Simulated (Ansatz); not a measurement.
# Fermi surface of Ru (P6_3/mmc)

```cif
data_structure
_symmetry_space_group_name_H-M 'P 1'
_symmetry_Int_Tables_number 1
_cell_length_a 2.7058
_cell_length_b 2.7058
_cell_length_c 4.2819
_cell_angle_alpha 90.000
_cell_angle_beta 90.000
_cell_angle_gamma 120.000
_cell_volume 27.15
loop_
_atom_site_label
_atom_site_type_symbol
_atom_site_fract_x
_atom_site_fract_y
_atom_site_fract_z
_atom_site_occupancy
Ru1 Ru 0.33333 0.66667 0.25000 1
Ru2 Ru 0.66667 0.33333 0.75000 1
```

Method: DFT PBE, scalar-relativistic, plane waves, PAW; levels and slopes on a dense k mesh at the converged density in Ansatz 0.2.0. No spin polarisation. Mesh 30×30×16, interpolated with the band slopes. The geometry was not relaxed (residual pressure 4 GPa).

## 1. The sheets

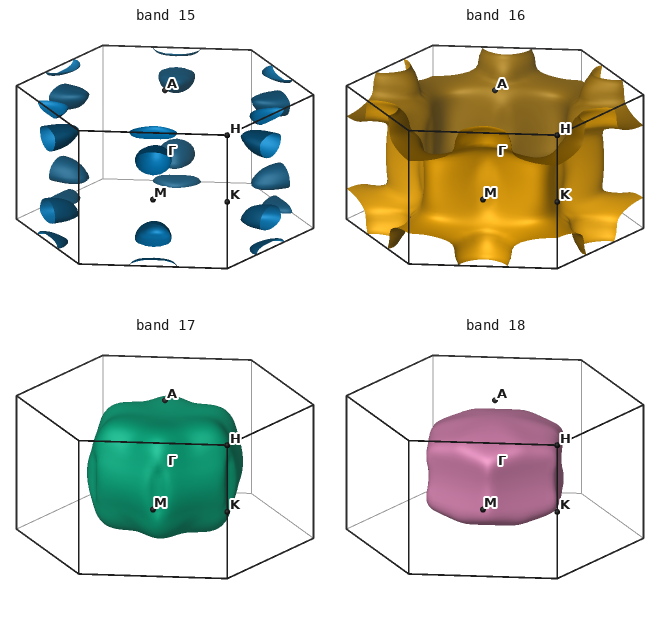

Computed Fermi surface of this crystal. Each panel holds one band. The brighter face of a sheet looks towards empty states.

Question: Summarise the topology of this Fermi surface.

Answer: Four bands cross the Fermi level; this is a three-dimensional metal.

Band 15: six hole pockets on the L–M line (each 0.39 % of the zone) and three hole pockets centred at L (each 0.17 % of the zone).
Band 16: a multiply connected open sheet, with filled and empty regions both running through the repeated zones in all directions (the band is filled at Γ, A and H and empty at K, M and L).
Band 17: one electron pocket centred at Γ (22 % of the zone).
Band 18: one electron pocket in a ring or shell around Γ (16 % of the zone) and the empty part inside that ring or shell, no pocket of its own (0.38 % of the zone).
A pocket cut by a face of the zone is counted once with the part on the opposite face.

## 2. Speeds

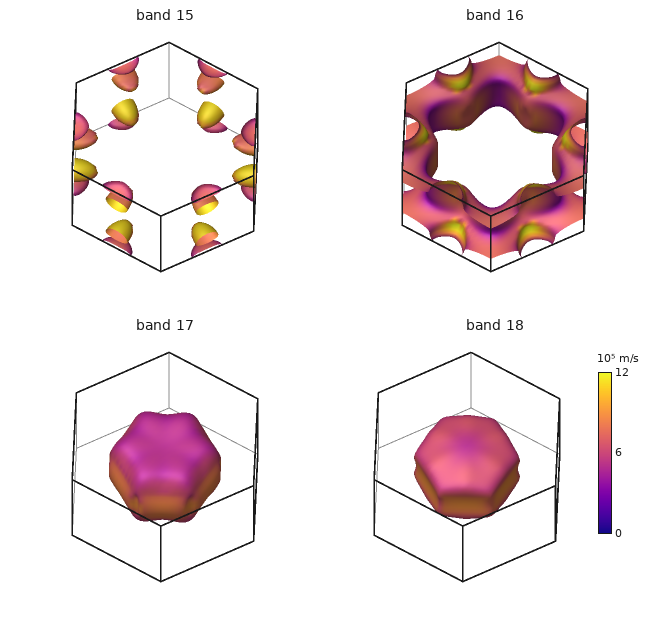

Fermi surface of this crystal, coloured by the Fermi speed.

Question: Give the range and mean of the Fermi speed for each band.

Answer: Band 15: 5.7 to 11 × 10⁵ m/s over most of the sheet, 8.5 × 10⁵ m/s on average over states. Band 16: 4.2 to 11 × 10⁵ m/s over most of the sheet, 6.5 × 10⁵ m/s on average over states. Band 17: 4.8 to 8.5 × 10⁵ m/s over most of the sheet, 6.2 × 10⁵ m/s on average over states. Band 18: 5.3 to 9.7 × 10⁵ m/s over most of the sheet, 6.9 × 10⁵ m/s on average over states.

Question: Which of these bands adds most to the density of states at the Fermi level?

Answer: Band 16, with 0.66 of 1.6 states/eV per cell.

## 3. Cuts and bands

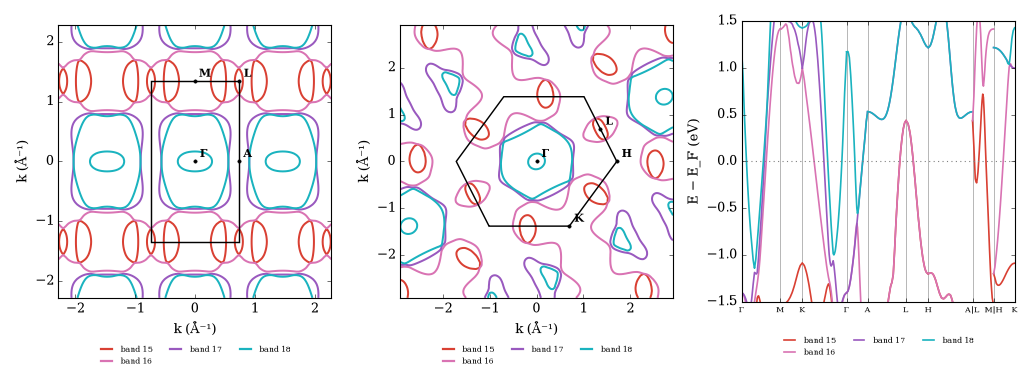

This crystal: cuts through the Fermi surface in the plane through Γ, A and M and the plane through Γ, H and L, and the bands that cross the Fermi level.

Question: For each band, read its level at the labelled points (eV from the Fermi level).

Answer:
```
   band      Γ      A      K      H      M      L
band 15  below  below  −1.09  −1.20  below  +0.43
band 16  −1.41  below  +1.00  −1.20  +1.42  +0.43
band 17  −1.41  +0.53  +1.00  +1.22  above  above
band 18  +1.17  +0.53  +1.43  +1.22  above  above
```

Negative values are filled states; "above" and "below" lie outside the plotted window.

Spin-orbit coupling is left out; with Ru it can split, shift or remove sheets. Necks and pockets thinner than about two mesh steps aren't resolved, so separate pockets may in truth be joined.

The run (self-consistency and the dense mesh) took 6 s on 2 threads of Intel(R) Xeon(R) 6975P-C (Granite Rapids) (shared host), peak memory 0.54 GiB.
